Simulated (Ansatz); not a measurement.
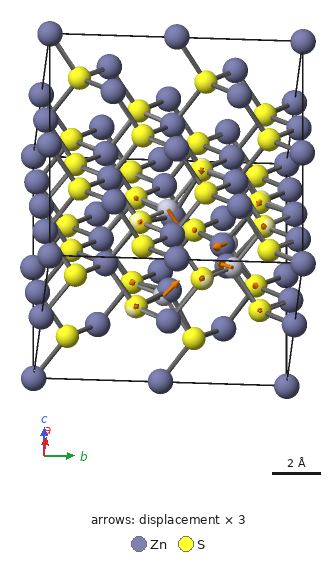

A relaxation of a defect cell of composition Zn$_{32}$S$_{31}$. The starting structure is drawn faded, the final one solid; orange arrows show the displacements, magnified 3 times.

A ball-and-stick model of the cell of the calculation (origin shifted), seen from a free direction.

These are results of DFT, PBEsol, PAW, plane waves in Ansatz 0.2.0, not measurements. Set-up: plane-wave cutoff 420 eV; k-point mesh 1 × 1 × 1; mesh shifted by (0.25, 0.25, 0.25); no spin polarisation; atoms relaxed in a fixed cell; force threshold 0.03 eV/Å; at most 80 steps.

**Atoms of which element are displaced furthest, and by how much?**

Zinc: up to 0.36 Å, against 0.11 Å for sulfur.

**What did the optimiser do to the structure, and how much energy did it gain?**

The energy falls by 0.728 eV per cell of the calculation in 3 geometry steps. The largest force component goes from 0.62 to 0.021 eV/Å. The largest moves, 0.36 Å, are those of Zn atoms. Largest moves by element: Zn 0.36 Å, S 0.11 Å. The cell stays as it was. Near-neighbour distances that change, for instance: S–Zn 2.273 → 2.360 Å, S–Zn 2.244 → 2.325 Å, S–Zn 2.304 → 2.385 Å, S–Zn 2.291 → 2.367 Å. Among the angles between lasting bonds that change: Zn–S–Zn 107.8° → 117.2°, S–Zn–S 109.4° → 100.4°, Zn–S–Zn 110.0° → 118.8°. Cost: 5.8 s on 1 × NVIDIA GB300 Max-Q with 8 threads of Arm Neoverse-V2, peak memory 2 GiB.
